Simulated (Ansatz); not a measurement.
# Energy of CsSnI3 along a strain of the cell

System: CsSnI3 (P4/mmm, 5 atoms in the cell).
Method: DFT PBEsol, scalar-relativistic, plane waves, PAW, no spin polarisation (Ansatz 0.2.0).

The 5 runs differ only in the geometry, by a strain of the cell at fixed fractional positions. Against run 3, the strain is εxx = η and εyy = η. The structure derives from an entry of the Crystallography Open Database.

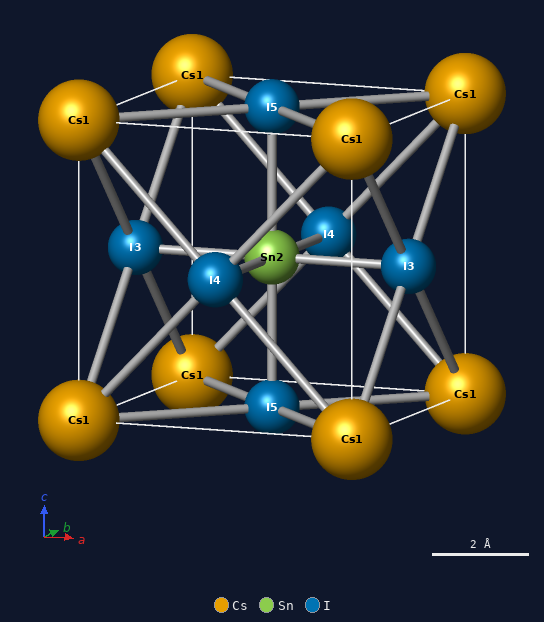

Figure 1. The structure of run 3 (ball-and-stick view of the cell of the calculation, seen slightly off an axis; atoms are numbered from 1 in the order of the input). An atom can appear more than once, as a periodic image.

**Input of run 3**
```yaml
crystal:
  lattice:
    - [6.2057, 0.0, 0.0]
    - [0.0, 6.2057, 0.0]
    - [0.0, 0.0, 6.391871]
  atoms:
    - { symbol: Cs, position: [0.0, 0.0, 0.0] }
    - { symbol: Sn, position: [0.5, 0.5, 0.5] }
    - { symbol: I, position: [0.0, 0.5, 0.5] }
    - { symbol: I, position: [0.5, 0.0, 0.5] }
    - { symbol: I, position: [0.5, 0.5, 0.0] }
basis:
  ecutwfc: 420
kpoints:
  mp_grid: { grid: [6, 6, 6] }
hamiltonian:
  xc: pbesol
scf:
  occupations: { method: gaussian, width: 0.03 }
output:
  forces: true
  stress: true
  eigenvalues: true
```

Command:
```bash
ansatz run input.yaml --threads 1 --pin off --max-ram 2560MiB --backend cpu --events-out ev --progress --plain --runs-dir out
```

Lattice vectors (Å) and fractional positions of run 3:
```
   6.205700    0.000000    0.000000
   0.000000    6.205700    0.000000
   0.000000    0.000000    6.391871
Cs  0.000000  0.000000  0.000000
Sn  0.500000  0.500000  0.500000
I   0.000000  0.500000  0.500000
I   0.500000  0.000000  0.500000
I   0.500000  0.500000  0.000000
```

Run 4 differs from it as follows:
```diff
-    - [6.2057, 0.0, 0.0]
-    - [0.0, 6.2057, 0.0]
+    - [6.2987855, 0.0, 0.0]
+    - [0.0, 6.2987855, 0.0]
```

**Results, with one run withheld**

| run | strain parameter η (%) | free energy per atom, from the lowest run given (meV) | pressure (GPa) | gap on the mesh (eV) |
| --- | --- | --- | --- | --- |
| 1 | −3.0000 | 3.37 | 0.08 | 0.18 |
| 2 | −1.5000 | 0.00 | −0.48 | 0.05 |
| 3 | 0.0000 | 3.18 | −0.96 | 0.26 |
| 4 | 1.5000 | ? | ? | ? |
| 5 | 3.0000 | 25.89 | −1.67 | 0.63 |

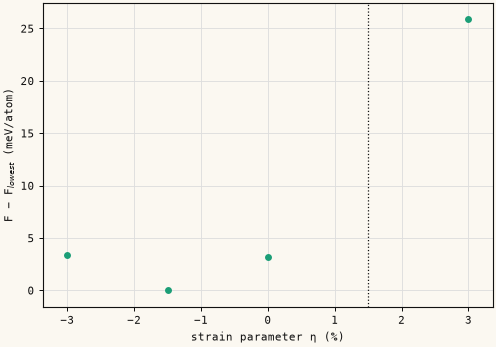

Figure 2. Free energy per atom of the runs given; the dotted line marks run 4.

Fit the runs given and predict run 4.

A quadratic polynomial in the coordinate, fitted to the 4 runs given, misses them by at most 0.24 meV per atom. With x = η + 0.3750, it reads F = 1.7662 + 2.8067 x + 1.2889 x² (meV per atom). At run 4 it gives 11.56 meV per atom, and the run itself gives 12.14. The fit has its minimum at η = −1.4638 %. The fit misses that run by 0.58 meV per atom. The gap on the mesh lies between 0.05 eV (run 2) and 0.63 eV (run 5); run 4 has 0.46 eV. These are gaps of this functional on this mesh, which can miss the band edges; they aren't the measured gap.

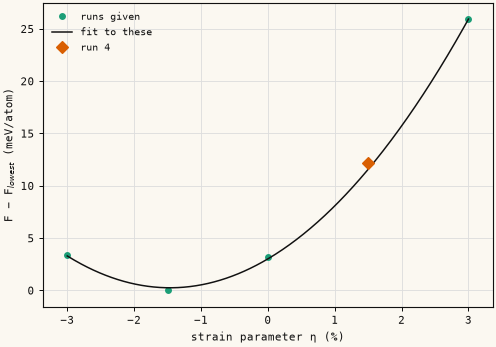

Figure 3. The fit and the withheld run.

**Output, shortened to warnings, some set-up lines, iterations and results (run 4)**
```
Basis set: ecut = 420 eV, 4969 PW (Γ), exchange–correlation on 90×90×90 points (8 copies of the dense FFT grid, shifted against one another)
Symmetry: 16 space group operations
k-points: 40 of 216
Initial density: superposition of atomic densities (neutral atoms: chi_scale 0, normalization atom), corrected by the library's trained network
[...]
SCF iter   1: F=—  HF=-33836.966150 eV  |F-HF|=—  |Δ(HF+E_count)|=         —  Δρ=1.64e-3  dr2=1.02e-2  ethr=1.77e-3  ⟨swp⟩=9.7  Hψ=8532  notcnv=0  defer=16
SCF iter   2: F=—  HF=-33836.962032 eV  |F-HF|=—  |Δ(HF+E_count)|=   4.12e-3  Δρ=1.04e-3  dr2=2.75e-3  ethr=1.38e-5  ⟨swp⟩=2.8  Hψ=3831  notcnv=0  defer=109
SCF iter   3: F=—  HF=-33836.962620 eV  |F-HF|=—  |Δ(HF+E_count)|=   5.88e-4  Δρ=3.97e-4  dr2=3.07e-4  ethr=3.72e-6  ⟨swp⟩=2.0  Hψ=3382  notcnv=0  defer=69
SCF iter   4: F=—  HF=-33836.962422 eV  |F-HF|=—  |Δ(HF+E_count)|=   1.98e-4  Δρ=1.28e-4  dr2=5.73e-5  ethr=4.15e-7  ⟨swp⟩=2.0  Hψ=3171  notcnv=0  defer=69
SCF iter   5: F=—  HF=-33836.962429 eV  |F-HF|=—  |Δ(HF+E_count)|=   7.70e-6  Δρ=1.79e-5  dr2=2.50e-6  ethr=7.75e-8  ⟨swp⟩=2.0  Hψ=3171  notcnv=0  defer=69
SCF iter   6: F=—  HF=-33836.962431 eV  |F-HF|=—  |Δ(HF+E_count)|=   2.21e-6  Δρ=5.72e-6  dr2=1.43e-7  ethr=3.37e-9  ⟨swp⟩=2.0  Hψ=2331  notcnv=0  defer=69
SCF iter   7: F=-33836.962432 eV  HF=-33836.962432 eV  |F-HF|=1.44e-8  |Δ(HF+E_count)|=   9.10e-8  Δρ=2.63e-6  dr2=1.98e-8  ethr=1.35e-10  ⟨swp⟩=11.2  Hψ=7879  notcnv=0
SCF 1 converged in 7 iterations: F = -33836.962432 eV  dr2 = 1.98e-8
SCF converged after 7 iterations
Free energy (F): -33836.962432 eV
Harris-Foulkes:  -33836.962432 eV  (|F-HF|=1.44e-8)
Internal energy: -33836.962432 eV  (E = F + TS)
E sigma→0 (E₀):  -33836.962432 eV
Fermi energy:    4.548220 eV
--- Per-component energies (eV) ---
  E_band       = -1468.121355
  E_kinetic    = 891.905331
  E_local      = -9019.261232  (includes V_loc(G=0)·N_el)
  E_nonlocal   = -266.599744
  E_hartree    = 4576.382052
  E_xc         = -932.221390
  E_vxc        = -606.112991  (∫ρ·V_xc dr)
  E_paw        = -23254.170078  (= ΣΔE_a)
  E_vpaw       = -1620.824118  (= ΣTr[D̂ρ^β])
  E_aug_tail   = 0.000009  (compensation charges beyond the density's cutoff)
  E_ewald      = -5834.662806
  E_core_change = 1.665426  (= ΣΔE_core)
  E_smearing   = -0.000000  (= −TS)
  E_closure    = 0.000000  (closes the sum)
  Σ components = -33836.962432   (vs F -33836.962432, Δ=0.00e0)
--- Forces (eV/Å), atoms counted from 1 ---
  atom   1  Cs     0.00000000     0.00000000     0.00000000
  atom   2  Sn     0.00000000    -0.00000000     0.00000000
  atom   3  I      0.00000000     0.00000000     0.00000000
  atom   4  I     -0.00000000    -0.00000000     0.00000000
  atom   5  I      0.00000000     0.00000000     0.00000000
  max |Σ_I F_I| component: 9.58e-29 eV/Å
--- Stress (GPa, compression-positive) ---
       -1.229536       0.000000       0.000000
        0.000000      -1.229536       0.000000
        0.000000       0.000000      -1.602254
  P = ⅓ Tr σ = -1.3538 GPa (-13.538 kbar)
```
